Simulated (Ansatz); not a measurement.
This input was run:

```
crystal:
  lattice:
    - [3.1491693027, 0.0, 0.0]
    - [-1.5745846514, 2.727260617, 0.0]
    - [0.0, 0.0, 12.0898528148]
  atoms:
    - { symbol: Mo, position: [0.3333333333, 0.6666666667, 0.25] }
    - { symbol: Mo, position: [0.6666666667, 0.3333333333, 0.75] }
    - { symbol: S, position: [0.3333333333, 0.6666666667, 0.6204902045] }
    - { symbol: S, position: [0.6666666667, 0.3333333333, 0.1204902045] }
    - { symbol: S, position: [0.3333333333, 0.6666666667, 0.8795097955] }
    - { symbol: S, position: [0.6666666667, 0.3333333333, 0.3795097955] }
basis:
  ecutwfc: 420
kpoints:
  mp_grid: { grid: [12, 12, 4] }
  band_path:
    path:
      - [[0.0, 0.0, 0.0], [0.5, 0.0, 0.0], [0.33333333, 0.33333333, 0.0], [0.0, 0.0, 0.0], [0.0, 0.0, 0.5], [0.5, 0.0, 0.5], [0.33333333, 0.33333333, 0.5], [0.0, 0.0, 0.5]]
      - [[0.5, 0.0, 0.5], [0.5, 0.0, 0.0]]
      - [[0.33333333, 0.33333333, 0.5], [0.33333333, 0.33333333, 0.0]]
    npoints: 14
hamiltonian:
  xc: pbe
  dispersion: d3bj
scf:
  occupations: { method: gaussian, width: 0.02 }
  n_extra_bands: 15
output:
  forces: true
  stress: true
  eigenvalues: true
  populations: true
  dos: { projected: true, de: 0.02, nscf_kmesh: { grid: [18, 18, 6] } }
  bader: true
  write_density: true
  write_potential: true
  elf: true
  volumetric_format: npy
```

Launched with:
```bash
ansatz run input.yaml --threads 1 --pin off --max-ram 2560MiB --backend cpu --events-out ev --progress --plain --runs-dir out
```

Predict the main features of the density of states.

There is a gap; over the k points computed it is 0.78 eV. By projected weight, the top eV of the valence band is Mo 4d (60 %) and S 3p (40 %); the bottom eV of the conduction band is Mo 4d (70 %) and S 3p (30 %). Both edges come from the same d shell, so this is a d–d gap.

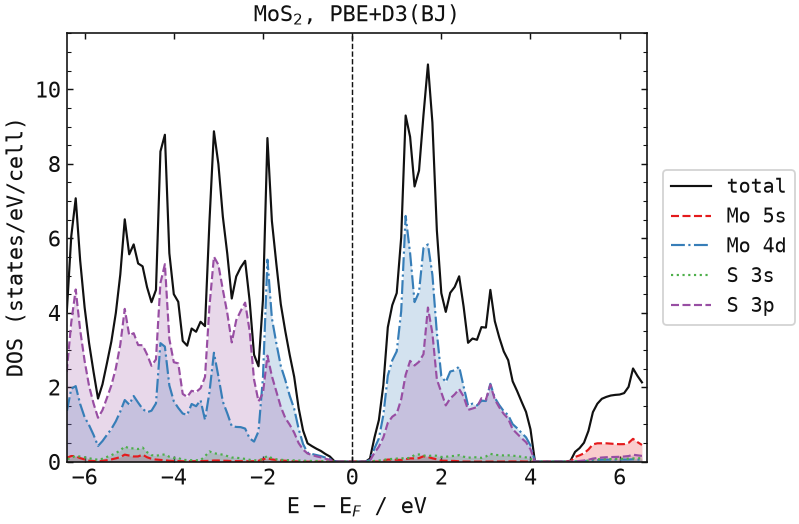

Density of states. Energies are counted from the Fermi level. The partial curves are projected on Löwdin-orthogonalised atomic shells.
